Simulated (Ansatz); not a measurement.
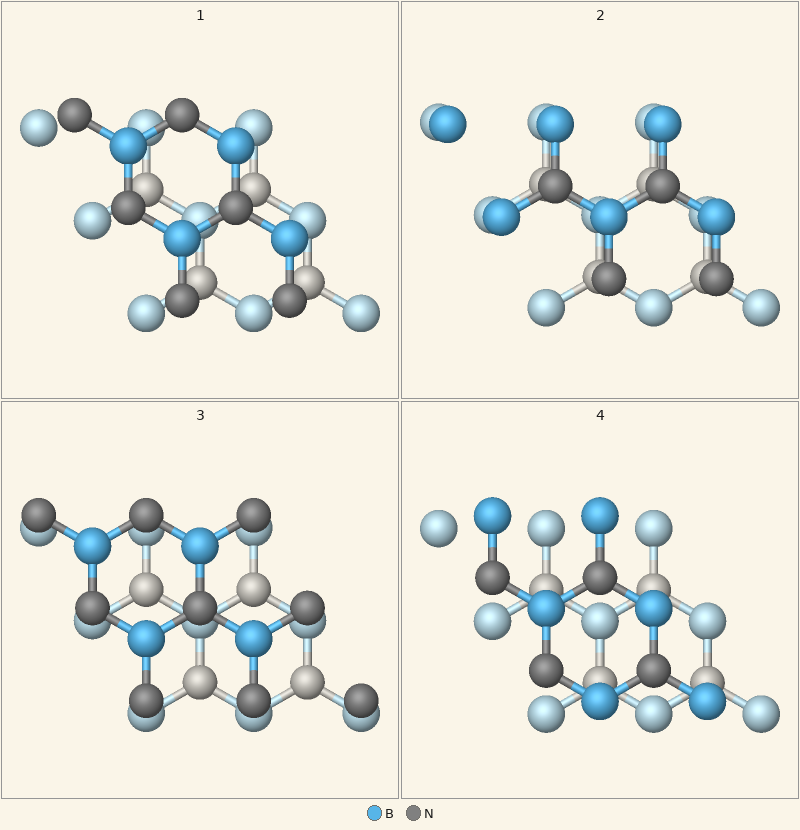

A bilayer of two BN sheets (4 atoms in the cell). The upper layer of a bilayer is slid over the lower one; relaxed at each slide: the heights of all atoms; the origin of the map has B3 above B1. Places are given modulo a cell vector. The map is drawn in real space over the plane of the slide. The scan uses a 6 × 6 grid; 7 points were computed and 29 follow by symmetry. Energies are in meV/Å², from the lowest grid point. Method: DFT PBE+D3(BJ), scalar-relativistic, plane waves, PAW in Ansatz 0.2.0. Settings: cutoff 420 eV, k-mesh 12×12×1, gaussian smearing 0.05 eV, no spin polarisation.

The numbered pictures are structures from this grid. They are seen from 5° off the normal. The lower layer is drawn fainter.

Q: Which is the most stable, and how do the others follow?

A: 3, at (2/6, 4/6) of the cell vectors: 0.00 meV/Å²; 4, at (3/6, 0/6) of the cell vectors: 0.61 meV/Å²; 1, at (4/6, 4/6) of the cell vectors: 1.65 meV/Å²; 2, at (0/6, 5/6) of the cell vectors: 3.20 meV/Å².

The map, with the structures marked:

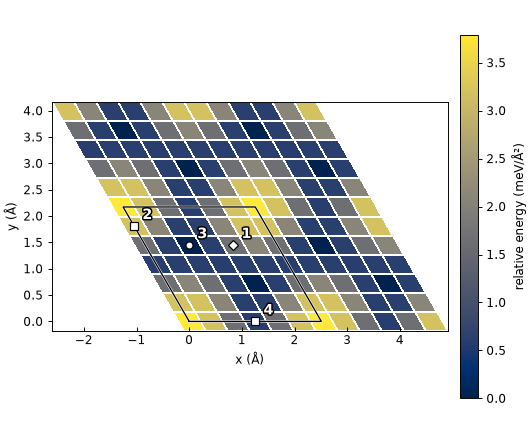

Drawn: one coloured cell a grid point, the outline of one cell of the 2 × 2 shown.
